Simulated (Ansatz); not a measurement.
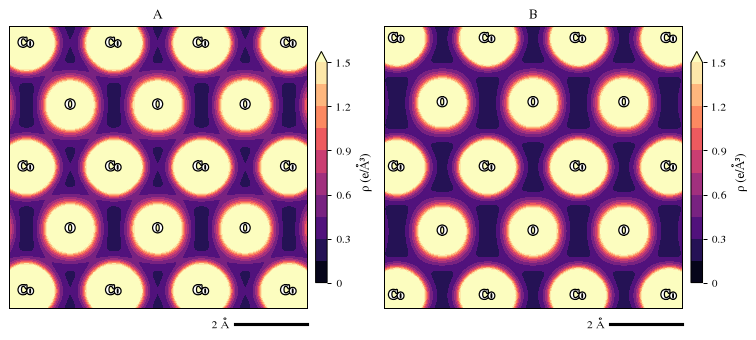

CoO. The valence electron density of two cells that differ in size, on the (101̄) plane of each (indices in the axes of the calculation cell), at one length scale and on one colour scale: B has 8.1 Å³ an atom and A 7.3.

Space group Pm-3m; started from the CsCl (B2) prototype, which need not be the ambient phase; computed without spin polarisation.

Level of theory: DFT r2SCAN+U, scalar-relativistic, plane waves, PAW (Ansatz 0.2.0).

Core electrons are frozen (PAW), and the valence fields are smoothed inside the atomic spheres.

The larger cell:

```
Co O
1.0
     2.53530    0.00000    0.00000
     0.00000    2.53530    0.00000
     0.00000    0.00000    2.53530
Co O
1 1
Direct
  0.00000 0.00000 0.00000
  0.50000 0.50000 0.50000
```

The smaller cell: a = 2.443 Å, b = 2.443 Å, c = 2.443 Å, α = 90.00°, β = 90.00°, γ = 90.00°.

> What does the compression do to the bonding and the properties?

From the larger cell to the smaller, Co–O goes from 2.20 to 2.12 Å, and the density at its midpoint from 0.38 to 0.46 e/Å³; the pressure goes from 0.0 to 36 GPa.
